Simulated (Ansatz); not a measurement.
**Si11O24 (cell charge −2, with a compensating background) (cell with a defect): density, localisation and related maps**

The calculation's input:

```
crystal:
  lattice:
    - [2.5100214627, 4.3474847016, -5.5094746217]
    - [2.5100214627, 4.3474847016, 5.5094746217]
    - [7.5300643882, -4.3474847015, 0.0]
  atoms:
    - { symbol: Si, position: [0.0138972485, 0.0138972485, 0.5] }
    - { symbol: Si, position: [0.2608827041, 0.2608827041, 0.0] }
    - { symbol: Si, position: [0.5125590319, 0.5125590319, 0.5] }
    - { symbol: Si, position: [0.0251411628, 0.7096491893, 0.2630107285] }
    - { symbol: Si, position: [0.2876673968, 0.952850129, 0.7620865844] }
    - { symbol: Si, position: [0.5358434754, 0.2019795151, 0.2620626626] }
    - { symbol: Si, position: [0.7887359725, 0.448662663, 0.7635802261] }
    - { symbol: Si, position: [0.952850129, 0.2876673968, 0.2379134156] }
    - { symbol: Si, position: [0.2019795151, 0.5358434754, 0.7379373374] }
    - { symbol: Si, position: [0.448662663, 0.7887359725, 0.2364197739] }
    - { symbol: Si, position: [0.7096491893, 0.0251411628, 0.7369892715] }
    - { symbol: O, position: [0.7730427418, 0.5464930855, 0.9298931789], spin: 0.5 }
    - { symbol: O, position: [0.0287391633, 0.8123278364, 0.4315197406] }
    - { symbol: O, position: [0.2710147502, 0.0647611938, 0.920804558] }
    - { symbol: O, position: [0.5178020994, 0.3167191651, 0.4190018846] }
    - { symbol: O, position: [0.2898245536, 0.4195950725, 0.8723281693] }
    - { symbol: O, position: [0.5355690584, 0.672757283, 0.3734450121] }
    - { symbol: O, position: [0.8237560509, 0.8934710439, 0.8406032247], spin: 0.5 }
    - { symbol: O, position: [0.0472756614, 0.1710450981, 0.3697725895] }
    - { symbol: O, position: [0.9969296889, 0.4563860528, 0.7001916095] }
    - { symbol: O, position: [0.2366825495, 0.7156085574, 0.2071097972] }
    - { symbol: O, position: [0.4970237839, 0.9581704207, 0.7076761352] }
    - { symbol: O, position: [0.7452099042, 0.2101892682, 0.2094274906] }
    - { symbol: O, position: [0.0647611938, 0.2710147502, 0.079195442] }
    - { symbol: O, position: [0.3167191651, 0.5178020994, 0.5809981154] }
    - { symbol: O, position: [0.5464930855, 0.7730427418, 0.0701068211], spin: 0.5 }
    - { symbol: O, position: [0.8123278364, 0.0287391633, 0.5684802594] }
    - { symbol: O, position: [0.9581704207, 0.4970237839, 0.2923238648] }
    - { symbol: O, position: [0.2101892682, 0.7452099042, 0.7905725094] }
    - { symbol: O, position: [0.4563860528, 0.9969296889, 0.2998083905] }
    - { symbol: O, position: [0.7156085574, 0.2366825495, 0.7928902028] }
    - { symbol: O, position: [0.8934710439, 0.8237560509, 0.1593967753], spin: 0.5 }
    - { symbol: O, position: [0.1710450981, 0.0472756614, 0.6302274105] }
    - { symbol: O, position: [0.4195950725, 0.2898245536, 0.1276718307] }
    - { symbol: O, position: [0.672757283, 0.5355690584, 0.6265549879] }
  host:
    lattice:
      - [5.0200429255, 0.0, 0.0]
      - [-2.5100214628, 4.3474847015, 0.0]
      - [0.0, 0.0, 5.5094746217]
    atoms:
      - { symbol: Si, position: [0.5234748573, 0.5234748573, 0.0] }
      - { symbol: Si, position: [0.0, 0.4765251427, 0.6666666667] }
      - { symbol: Si, position: [0.4765251427, 0.0, 0.3333333333] }
      - { symbol: O, position: [0.2557642082, 0.4144596219, 0.7945742551] }
      - { symbol: O, position: [0.5855403781, 0.8413045863, 0.1279075884] }
      - { symbol: O, position: [0.1586954137, 0.7442357918, 0.4612409217] }
      - { symbol: O, position: [0.4144596219, 0.2557642082, 0.2054257449] }
      - { symbol: O, position: [0.7442357918, 0.1586954137, 0.5387590783] }
      - { symbol: O, position: [0.8413045863, 0.5855403781, 0.8720924116] }
total_charge: -2
basis:
  ecutwfc: 420
  xc_grid: 2
kpoints:
  mp_grid: { grid: [2, 2, 2], shift: [0.5, 0.5, 0.5] }
hamiltonian:
  xc: pbe
scf:
  occupations: { method: gaussian, width: 0.01 }
output:
  forces: true
  stress: false
  eigenvalues: true
  populations: true
  charged_corrections:
    defect_position: [0.76173743, 0.76173743, 0.0]
    epsilon: [[4.5605, 0.0, 0.0], [0.0, 4.5605, 0.0], [0.0, 0.0, 4.7897]]
  write_density: true
  write_potential: true
  elf: true
  volumetric_format: npy
magnetization:
  spin_polarized: true
relax:
  adjacent_minimum: "off"
  f_tol: 0.025
  max_steps: 45
```

Command:

```sh
ansatz run input.yaml --threads 4 --pin off --max-ram 10240MiB --backend cpu --events-out ev --progress --plain --runs-dir out
```

The fields are those of the run's last geometry, not of the input's.

Spin-polarised.

All numbers below come from DFT PBE, scalar-relativistic, plane waves, PAW (Ansatz 0.2.0).

In a PAW calculation such maps are meaningful between the atoms, not at the nuclei.

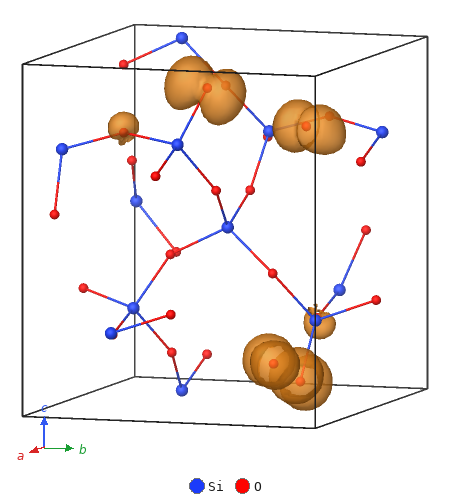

Figure 1. Isosurfaces of the spin density at +0.05 (orange) and −0.05 e/Å³ (purple), seen slightly off an axis. Sticks mark near contacts.

Where is the spin, and how is it ordered?

Answer. The spin density sits on O: +0.4 μB (×2) in one cell of 35 atoms, with smaller moments on other sites: O (up to +0.28 μB): parallel moments (a ferromagnetic arrangement) in this solution. The cell of the calculation (35 atoms) carries 2.0 μB of net spin moment. Only one sign reaches the isovalue.

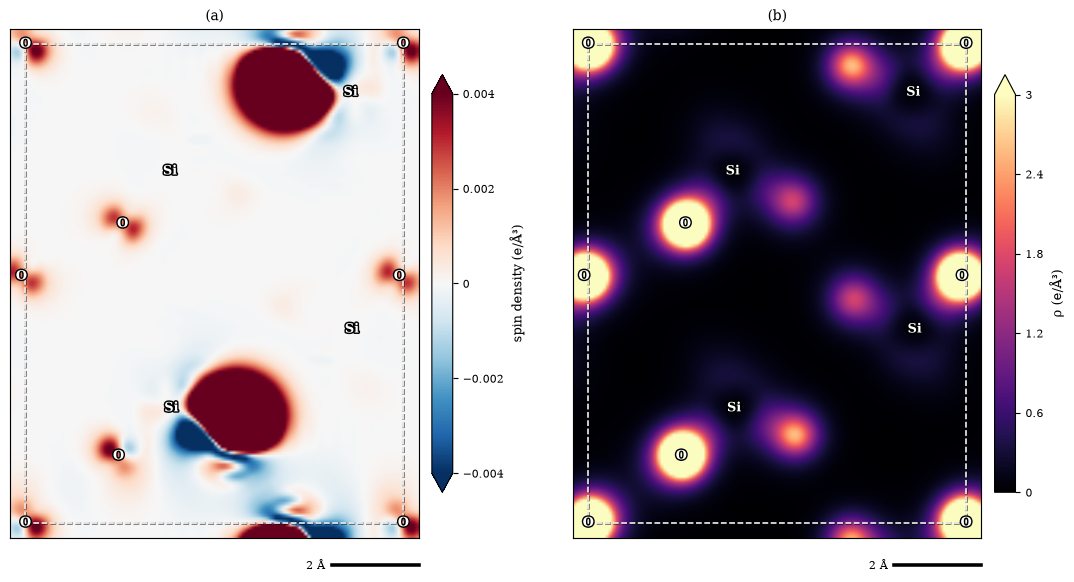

Figure 2. (a) magnetisation density (up minus down); (b) valence electron density on the (110) plane of the calculation cell.

What does the map show?

Answer. Atoms in the plane: Si and O.
Atoms just off the plane (Si, 0.9 Å away and O, 0.5 Å away) can leave unmarked features too.
Si–O (1.64 Å): ρ is about 1.2 e/Å³ halfway.
Between the atoms the lowest density in this plane is 0.005 e/Å³.

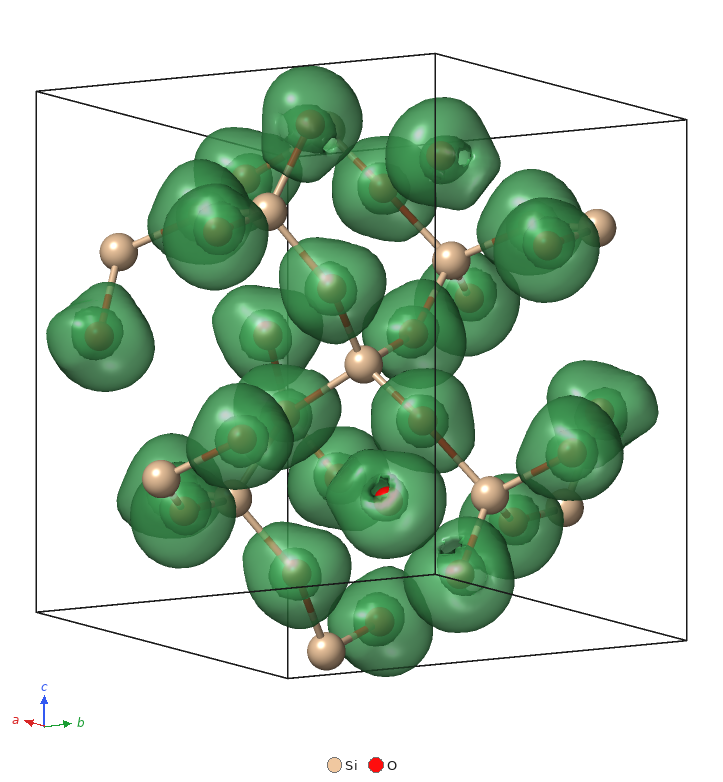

Figure 3. Isosurface of the ELF at 0.75 (green), seen at an oblique angle. Only the valence region is drawn (cores and ρ < 0.01 e/Å³ removed). Sticks mark near contacts.

What do the ELF domains correspond to?

Answer. The ELF exceeds this value in 24 regions on O in which the atom's valence shell and bonds are merged, counted in one cell of 35 atoms. Any copies at cell faces, edges or corners count once. Profiles from the grid: Si–O (1.59 Å): the ELF peaks at about 0.85 between the atoms; a polar covalent bond. Si–O (1.64 Å): the ELF peaks at about 0.85 between the atoms: a shared but strongly polarised pair.

Metal or insulator at this level of theory?

Answer. It is gapped, with a Kohn–Sham gap of 0.30 eV on the k-point mesh, an upper bound to the gap of this method.
